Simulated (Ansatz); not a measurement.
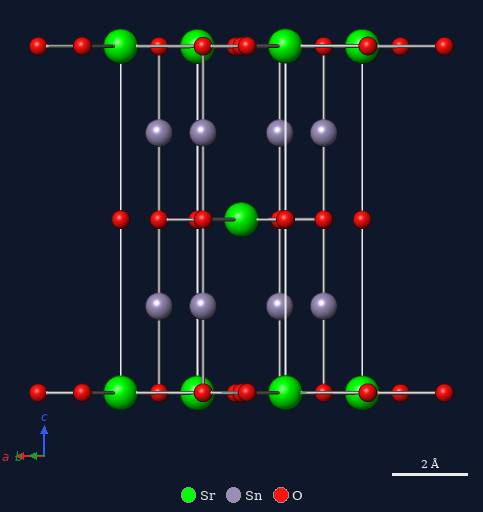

Starting structure of a crystal of SrSn$_{2}$O$_{3}$ (a generated structure, set up in I4/mmm) (coarse preliminary run). Style: polyhedral. Shown: the conventional cell (2 times the calculation's cell), from a free direction. Lengths and directions refer to the drawn axes.

All numbers below come from DFT PBE, scalar-relativistic, plane waves, PAW (Ansatz 0.2.0).

Input
```yaml
crystal:
  lattice:
    - [-2.4364864303, 2.4364864303, 4.647420098]
    - [2.4364864303, -2.4364864303, 4.647420098]
    - [2.4364864303, 2.4364864303, -4.647420098]
  atoms:
    - { symbol: Sr, position: [0.0, 0.0, 0.0] }
    - { symbol: Sn, position: [0.75, 0.25, 0.5] }
    - { symbol: Sn, position: [0.25, 0.75, 0.5] }
    - { symbol: O, position: [0.5, 0.5, 0.0] }
    - { symbol: O, position: [0.5, 0.0, 0.5] }
    - { symbol: O, position: [0.0, 0.5, 0.5] }
basis:
  ecutwfc: 420
kpoints:
  mp_grid: { grid: [6, 6, 6] }
hamiltonian:
  xc: pbe
scf:
  occupations: { method: gaussian, width: 0.1 }
  lower_state_search: "off"
output:
  forces: true
  stress: true
  eigenvalues: true
relax:
  adjacent_minimum: "off"
  f_tol: 0.04
  max_steps: 70
  cell: { stress_tol: 0.4 }
```

Command:
```bash
ansatz run input.yaml --threads 1 --pin off --max-ram 2560MiB --backend cpu --events-out ev --progress --plain --runs-dir out
```

> Where does the relaxation end?

Over 2 accepted moves (3 points after the start) the energy falls by 1.0 meV per atom. All forces vanish by symmetry, so only the cell relaxes. Pressure: −0.52 GPa at the start and −0.20 GPa at the end. At 1 point the geometry stayed and the basis and grid were re-selected for the new cell (energy shift of 0.2 meV per atom at most each time). No atom moves by more than 0.005 Å relative to the cell. Cell: a = b 4.873 → 4.839 Å (−0.7 %), c 9.295 → 9.353 Å (+0.6 %). Volume −0.8 %. Among the contacts that change: Sr1–O5 2.436 → 2.420 Å, Sn2–O5 2.324 → 2.338 Å. The space group stays I4/mmm (No. 139).

History of the run:

```
step  E − E(0), meV/atom  pressure, GPa  volume, Å³/atom                      note
   0                0.00          -0.52           18.393                          
   1               -1.39           0.53           18.079                          
   2               -1.17          -0.18           18.253                          
   3               -0.96          -0.20           18.253  same geometry, new basis
```

The structure at the end:

```xyz
6
Lattice="-2.4197 2.4197 4.6763 2.4197 -2.4197 4.6763 2.4197 2.4197 -4.6763" Properties=species:S:1:pos:R:3 pbc="T T T"
Sr    2.4197   -2.4197    4.6763
Sn    0.0000    2.4197    2.3381
Sn    2.4197    0.0000    2.3381
O     0.0000    0.0000    4.6763
O     0.0000    2.4197    0.0000
O     2.4197    0.0000    0.0000
```
